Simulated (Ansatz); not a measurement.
Consider this structure, Pb.

```xyz
2
Lattice="3.8687 0.0000 0.0000 0.0000 3.8687 0.0000 0.0000 0.0000 3.8687" Properties=species:S:1:pos:R:3 pbc="T T T"
Pb    0.0000    0.0000    0.0000
Pb    1.9343    1.9343    1.9343
```

It is based on the geometry relaxed with DFT, LDA (PW92), plane waves (420 eV) with PAW, scalar-relativistic (Ansatz 0.2.0); the starting structure was generated, so it need not be a known form of this composition.

Predict the first 3 clear peaks of the neutron G(r) with σ = 0.12 Å, and name the atom pairs.

Answer. 1. 3.35 Å: Pb–Pb at 3.35 Å
2. 3.87 Å: Pb–Pb at 3.87 Å
3. 5.47 Å: Pb–Pb at 5.47 Å

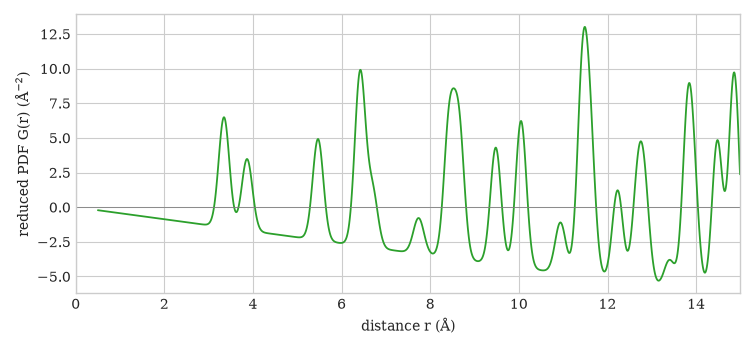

The curve is a calculated neutron PDF: distances of the static structure, each pair weighted by the product of the tabulated coherent neutron scattering lengths (natural isotope mix where the element has one), broadened by Gaussians with σ = 0.12 Å.
